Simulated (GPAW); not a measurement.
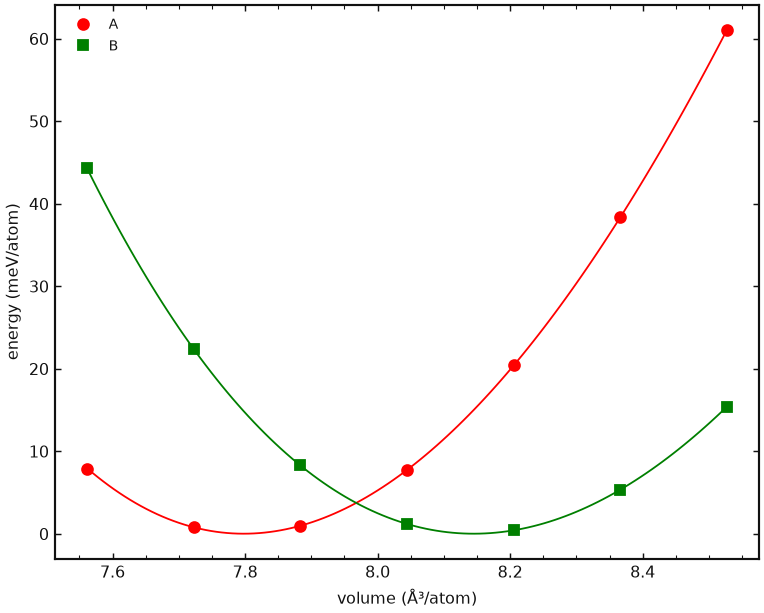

The figure compares two calculations of the energy against volume, each curve from its own zero. The first is for SiO₂, space group P4_2/mnm (No. 136).

The cell holds 6 atoms.

How it was computed, with GPAW 26.7.0: PAW DFT in plane waves, on a grid or in atomic orbitals, no spin polarisation; energies at scaled volumes of the given cell, shape and fractions fixed, counted from the fit's minimum, third-order Birch-Murnaghan fit. Level: LDA.

| setting | value |
| --- | --- |
| k mesh | 5×5×8 |
| occupations | Fermi–Dirac |
| smearing width | 0.05 eV |
| potentials | GPAW PAW data sets (gpaw data 1.2.1) |
| wave cutoff | 800 eV |
| program settings | basis pw |

In the second, the level changes from LDA to PBE.

Which of A and B is the second calculation, and what did the change do?

Answer. B. The equilibrium volume rises from 7.80 to 8.14 Å³/atom (+4.4 %) and the bulk modulus falls from 336 to 298 GPa (−11 %). As usual, the local density approximation binds more tightly than this gradient-corrected functional.

For both, limits of the calculation: shape and atomic fractions are frozen while scaling, which makes layered, chain and framework solids too stiff.

V0 and the bulk modulus come from third-order Birch–Murnaghan fits.
